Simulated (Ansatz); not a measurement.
# RbBr: band-structure calculation

- system: RbBr (I4/mmm, 2 atoms in the cell)
- method: DFT, PBE, plane waves, PAW, no spin polarisation (Ansatz 0.2.0)

The structure was built on a prototype by a generator. The geometry comes from this level: r2SCAN (a point of a series of strains). It belongs to a series of runs on one base structure; here: uniaxial_z strain -3.0%. Figures and captions count atoms from 1; the log counts them from 0 in places.

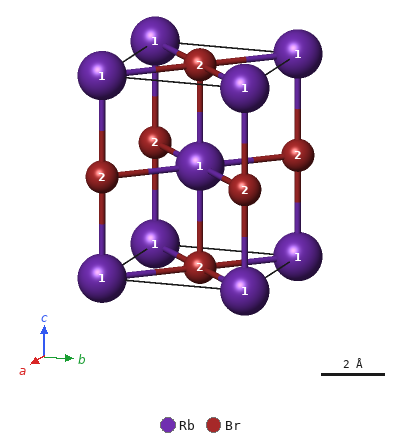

Fig. 1: The structure as given in the input (ball-and-stick view of the cell 2 times as large as that of the calculation, set on its symmetry axes, seen slightly off an axis; atoms are numbered from 1 in the order of the input).

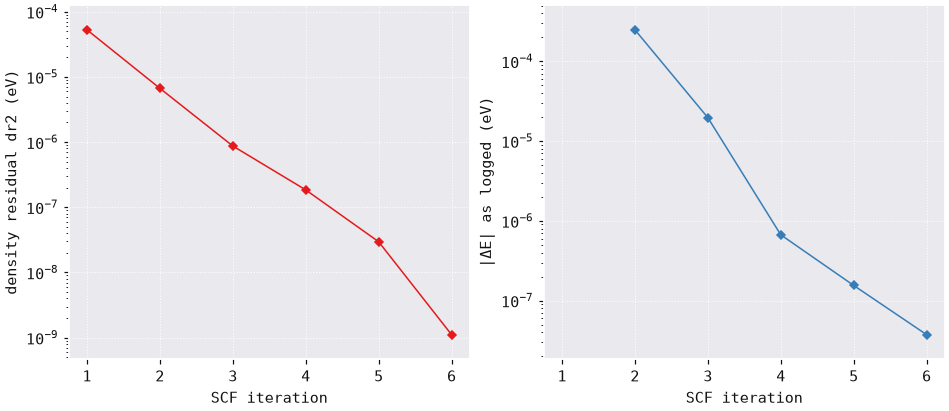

Fig. 2: Convergence of the self-consistent field: density residual dr2 and size of the energy change against the SCF iteration. The residual falls at every step.

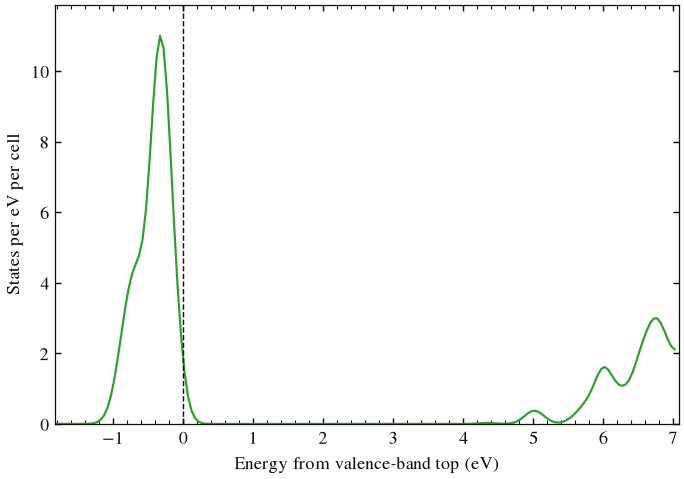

Fig. 3: Density of states (the curve is built from the levels of the k mesh with Gaussians 0.3 eV wide, which also blur the band edges), with energies from the valence-band top. There is a gap of 4.34 eV on the k-point mesh. Small ripples come from the finite k-point mesh.

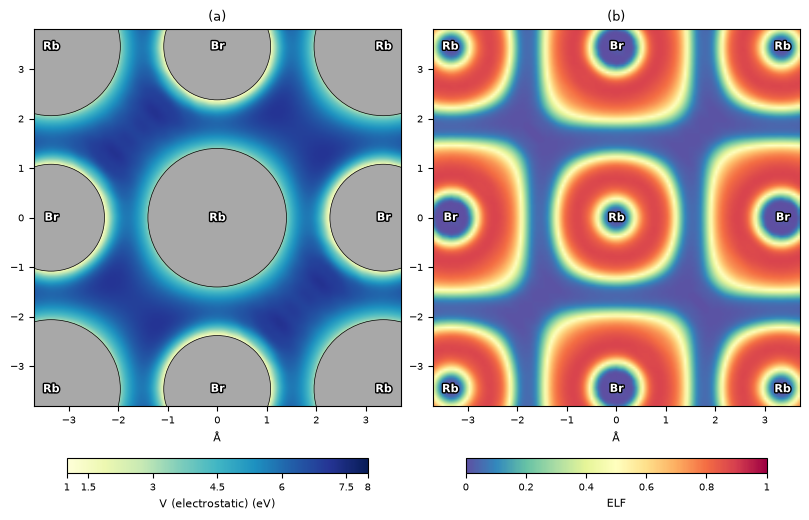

Fig. 4: (a) electrostatic potential (local pseudopotential plus Hartree) felt by an electron; (b) electron localisation function on the (11̄0) plane of the conventional cell. Grey discs, where drawn, cover atomic cores. The plane passes through Rb and Br nuclei. The strong features right at Rb lie inside the PAW spheres (semicore, d or f shells) and say nothing about bonding. Outside the cores the potential energy rises away from the atoms and is highest about 1.8 Å from the nearest atoms; outside the discs it spans about 6 eV, and its zero is arbitrary. In a PAW calculation such maps are meaningful between the atoms, not at the nuclei.

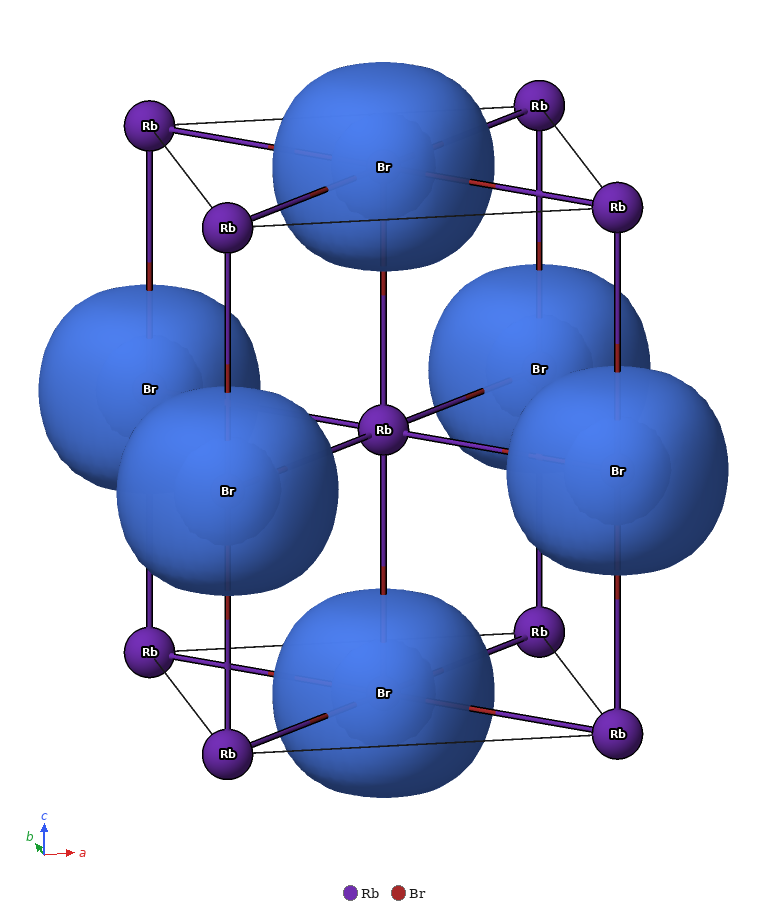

Fig. 5: Isosurface of the ELF at 0.75 (blue), seen slightly off an axis. Only the valence region is drawn (cores and ρ < 0.01 e/Å³ removed). Sticks mark near contacts. The outline is the cell set on symmetry axes. Along the contacts the grid gives the following. Rb–Br (3.36 Å): the ELF peaks at about 0.90 in the valence shell of Br, 0.9 Å from its nucleus, and drops to about 0.05 between the two atoms (a largely ionic contact). Rb–Br (3.46 Å): the ELF is about 0.05 at the midpoint, as expected for ionic bonding with no shared pair.

The input and output of the run follow.

Input file:
```yaml
crystal:
  lattice:
    - [0.0, 3.4608258933, 3.3570011165]
    - [3.4608258933, 0.0, 3.3570011165]
    - [3.4608258933, 3.4608258933, 0.0]
  atoms:
    - { symbol: Rb, position: [0.0, 0.0, 0.0] }
    - { symbol: Br, position: [0.5, 0.5, 0.5] }
kpoints:
  mp_grid: { grid: [6, 6, 6] }
  band_path:
    path:
      - [0.0, 0.0, 0.0]
      - [0.5, 0.0, 0.5]
      - [0.625, 0.25, 0.625]
      - [0.375, 0.375, 0.75]
      - [0.5, 0.5, 0.5]
      - [0.5, 0.25, 0.75]
    npoints: 1
hamiltonian:
  xc: pbe
scf:
  occupations: { method: fermi_dirac, width: 0.02 }
  n_extra_bands: 4
output:
  forces: true
  stress: true
  eigenvalues: true
  write_density: true
  write_potential: true
  elf: true
  volumetric_format: npy
```

Command:
```bash
ansatz run input.yaml --threads 2 --pin off --max-ram 2211MiB --backend cpu --events-out ev --progress --plain --runs-dir out
```

What the program printed:
```
scf.n_extra_bands = 4 over 8 filled bands (N_el = 16.0): the run solves 12 bands
Engine: ansatz 0.2.0, aarch64-unknown-linux-gnu
Pseudopotentials: kind: paw
Pseudopotential: Rb, paw, valence charge 9, recommended cutoff 420 eV (normal), Rb.paw.azcp
Pseudopotential: Br, paw, valence charge 7, recommended cutoff 420 eV (normal), Br.paw.azcp
Functional definition: PBE
  parameter kappa = 0.804
  parameter beta = 0.06672455060314922
  exchange = pbe_x(kappa = kappa, mu = beta*pi^2/3)
  correlation = pbe_c(beta = beta)
Crystal: 2 atoms, lattice volume = 80.416 Å³
Basis set: ecut = 420 eV, 1559 PW (Γ), exchange–correlation on 72×72×72 points (8 copies of the dense FFT grid, shifted against one another)
Bands: 12, of which v1, the nominal top of the filled ones, is band 8 counted from 1 (7 counted from 0)
Symmetry: 16 space group operations
Space group: I4/mmm (ITA 139), of the structure as read, at distance tolerance 4.3e-5 Å
k-points: 30 of 216
Non-local potential: Rb, projectors of the file, l = 0: 3, l = 1: 2, l = 2: 2
Non-local potential: Br, projectors of the file, l = 0: 2, l = 1: 2, l = 2: 2
PAW form: soft (Blöchl's): semilocal exchange-correlation on the pseudo side does not see the compensation charge
PAW one-centre angular grid: Rb, 110 points (default); XC on 64 Gauss nodes
PAW one-centre angular grid: Br, 110 points (default); XC on 64 Gauss nodes
Initial density: superposition of atomic densities (neutral atoms: chi_scale 0, normalization atom), corrected by the library's trained network
Initial wavefunctions: pseudopotential atomic-orbital guess
Functional: x = pbe(κ = 0.804, μ = 0.2195149727645171), c = pbe(β = 0.06672455060314922)
SCF iter   1: F=—  HF=-6054.047137 eV  |F-HF|=—  |Δ(HF+E_count)|=         —  Δρ=2.14e-4  dr2=5.30e-5  ethr=1.77e-3  ⟨swp⟩=8.1  Hψ=2638  notcnv=0
preconditioner: auto → none  [insulator: Δε(μ)=4.331 eV  Ē_g=13.348 eV  σ=0.020 eV  W_gap=1.00  n_scr=14 (ndim 8)  ℏωp=15.5 eV  f_vac=0.080  D(μ)=0.00/eV (n_scr^D=0)  ε∞_Penn≈2.3]
SCF iter   2: F=—  HF=-6054.047386 eV  |F-HF|=—  |Δ(HF+E_count)|=   2.49e-4  Δρ=8.83e-5  dr2=6.70e-6  ethr=3.31e-7  ⟨swp⟩=3.5  Hψ=1141  notcnv=0
SCF iter   3: F=—  HF=-6054.047405 eV  |F-HF|=—  |Δ(HF+E_count)|=   1.97e-5  Δρ=3.15e-5  dr2=8.73e-7  ethr=4.18e-8  ⟨swp⟩=2.0  Hψ=570  notcnv=0
SCF iter   4: F=—  HF=-6054.047406 eV  |F-HF|=—  |Δ(HF+E_count)|=   6.69e-7  Δρ=1.19e-5  dr2=1.85e-7  ethr=5.46e-9  ⟨swp⟩=2.0  Hψ=570  notcnv=0
iter 5 did not close the SCF: its close was put off for the readings that it lacked (scf_convergence_deferred on its scf_iter line)
SCF iter   5: F=-6054.047406 eV  HF=-6054.047406 eV  |F-HF|=2.75e-8  |Δ(HF+E_count)|=   1.55e-7  Δρ=4.84e-6  dr2=2.96e-8  ethr=1.16e-9  ⟨swp⟩=2.0  Hψ=448  notcnv=0
SCF iter   6: F=-6054.047406 eV  HF=-6054.047406 eV  |F-HF|=2.26e-9  |Δ(HF+E_count)|=   3.74e-8  Δρ=1.02e-6  dr2=1.11e-9  ethr=1.85e-10  ⟨swp⟩=7.0  Hψ=2261  notcnv=0
SCF 1 converged in 6 iterations: F = -6054.047406 eV  dr2 = 1.11e-9
  greatest PAW one-centre occupation: 0.973 electrons in one spin orbital (limit 2), on the Rb atom at site 0 (counted from 0), in its partial waves of l = 0
NSCF: frozen V_eff on 6 k-points
SCF converged after 6 iterations
Free energy (F): -6054.047406 eV
Harris-Foulkes:  -6054.047406 eV  (|F-HF|=2.26e-9)
Internal energy: -6054.047406 eV  (E = F + TS)
E sigma→0 (E₀):  -6054.047406 eV
Fermi energy:    3.427663 eV
--- Per-component energies (eV) ---
  E_band       = -107.032518
  E_kinetic    = 327.459073
  E_local      = -799.946992  (includes V_loc(G=0)·N_el)
  E_nonlocal   = 243.428343
  E_hartree    = 206.316097
  E_xc         = -396.370929
  E_vxc        = -242.096869  (∫ρ·V_xc dr)
  E_paw        = -4864.574203  (= ΣΔE_a)
  E_vpaw       = -48.508641  (= ΣTr[D̂ρ^β])
  E_aug_tail   = -0.000001  (compensation charges beyond the density's cutoff)
  E_ewald      = -770.358793
  E_smearing   = -0.000000  (= −TS)
  E_closure    = 0.000000  (closes the sum)
  Σ components = -6054.047406   (vs F -6054.047406, Δ=0.00e0)
--- Forces (eV/Å), atoms counted from 1 ---
  atom   1  Rb    -0.00000000     0.00000000     0.00000000
  atom   2  Br     0.00000000     0.00000000     0.00000000
  max |Σ_I F_I| component: 1.22e-29 eV/Å
--- Stress (GPa, compression-positive) ---
        0.699201       0.000000       0.000000
        0.000000       0.699201       0.000000
        0.000000       0.000000       1.788255
  P = ⅓ Tr σ = 1.0622 GPa (10.622 kbar)
--- Band table (eV; the first three rows and the last of 30) ---
  k-point 0: bands = ["-23.1847", "-10.9550", "-7.2648", "-7.2576", "-7.2576", "1.2149", "1.2149", "1.2528", "5.5915", "8.4514", "8.4514", "8.6340"]
  k-point 1: bands = ["-23.1824", "-10.9664", "-7.2621", "-7.2612", "-7.2472", "0.9230", "1.1236", "1.1406", "6.2310", "8.3728", "8.7867", "8.8981"]
  k-point 2: bands = ["-23.1776", "-10.9888", "-7.2683", "-7.2642", "-7.2193", "0.4397", "0.9530", "0.9547", "7.4778", "8.5341", "9.7170", "9.7889"]
  k-point 29: bands = ["-23.1717", "-10.8996", "-7.4512", "-7.3371", "-7.3371", "0.8001", "1.0442", "1.0442", "6.8143", "8.3946", "10.4828", "10.5070"]
```

File rho_z.tsv:
```
# z_ang	rho[e/angstrom^3]
# format = ansatz-planar-average/11
# lattice	0.000000000	3.460825893	3.357001117
# lattice	3.460825893	0.000000000	3.357001117
# lattice	3.460825893	3.460825893	0.000000000
# sites	2
# site	37	0.000000000	0.000000000	0.000000000
# site	35	3.460825893	3.460825893	3.357001117
0.000000	2.831457e-1
0.135954	2.818787e-1
0.271908	2.764568e-1
0.407862	2.635253e-1
0.543816	2.412226e-1
0.679770	2.114515e-1
0.815724	1.795522e-1
0.951679	1.519685e-1
1.087633	1.337877e-1
1.223587	1.275004e-1
1.359541	1.329423e-1
1.495495	1.476254e-1
1.631449	1.671473e-1
1.767403	1.862081e-1
1.903357	2.005101e-1
2.039311	2.085105e-1
2.175265	2.115131e-1
2.311219	2.120261e-1
2.447173	2.119791e-1
2.583128	2.120261e-1
2.719082	2.115131e-1
2.855036	2.085105e-1
2.990990	2.005101e-1
3.126944	1.862081e-1
3.262898	1.671473e-1
3.398852	1.476254e-1
3.534806	1.329423e-1
3.670760	1.275004e-1
3.806714	1.337877e-1
3.942668	1.519685e-1
4.078622	1.795522e-1
4.214577	2.114515e-1
4.350531	2.412226e-1
4.486485	2.635253e-1
4.622439	2.764568e-1
4.758393	2.818787e-1
```

File v_z.tsv:
```
# z_ang	v_es[eV]	v_tot[eV]
# format = ansatz-planar-average/11
# xc	pbe
# density_cutoff_ev	1680
# datasets	Rb=:simpson_from_first_knot:soft	Br=:simpson_from_first_knot:soft
# lattice	0.000000000	3.460825893	3.357001117
# lattice	3.460825893	0.000000000	3.357001117
# lattice	3.460825893	3.460825893	0.000000000
# sites	2
# site	37	0.000000000	0.000000000	0.000000000
# site	35	3.460825893	3.460825893	3.357001117
0.000000	-4.454065e0	-1.201255e1
0.135954	-4.125117e0	-1.166725e1
0.271908	-3.190131e0	-1.067982e1
0.407862	-1.798100e0	-9.198821e0
0.543816	-1.727454e-1	-7.453557e0
0.679770	1.433462e0	-5.713467e0
0.815724	2.802521e0	-4.229779e0
0.951679	3.807234e0	-3.143540e0
1.087633	4.437582e0	-2.457504e0
1.223587	4.759417e0	-2.121113e0
1.359541	4.754990e0	-2.170566e0
1.495495	4.337987e0	-2.681222e0
1.631449	3.525783e0	-3.628814e0
1.767403	2.486186e0	-4.863754e0
1.903357	1.433558e0	-6.180815e0
2.039311	5.269826e-1	-7.388255e0
2.175265	-1.494553e-1	-8.338675e0
2.311219	-5.630625e-1	-8.941096e0
2.447173	-7.018828e-1	-9.147134e0
2.583128	-5.630625e-1	-8.941096e0
2.719082	-1.494553e-1	-8.338675e0
2.855036	5.269826e-1	-7.388255e0
2.990990	1.433558e0	-6.180815e0
3.126944	2.486186e0	-4.863754e0
3.262898	3.525783e0	-3.628814e0
3.398852	4.337987e0	-2.681222e0
3.534806	4.754990e0	-2.170566e0
3.670760	4.759417e0	-2.121113e0
3.806714	4.437582e0	-2.457504e0
3.942668	3.807234e0	-3.143540e0
4.078622	2.802521e0	-4.229779e0
4.214577	1.433462e0	-5.713467e0
4.350531	-1.727454e-1	-7.453557e0
4.486485	-1.798100e0	-9.198821e0
4.622439	-3.190131e0	-1.067982e1
4.758393	-4.125117e0	-1.166725e1
```

Summary:

```tsv
quantity	value
outcome	converged
space group (tolerance 0.01 Å)	I4/mmm (139)
electrons treated	16
free energy	−6054.0474 eV
Fermi energy	3.428 eV
gap on the k-point mesh	4.34 eV
pressure	1.06 GPa
largest force (length of the vector)	under 0.001 eV/Å
hardware	2 threads of an Arm (aarch64) CPU, shared host
wall time	3 s (CPU time 5.2 s)
peak memory	0.35 GiB
```
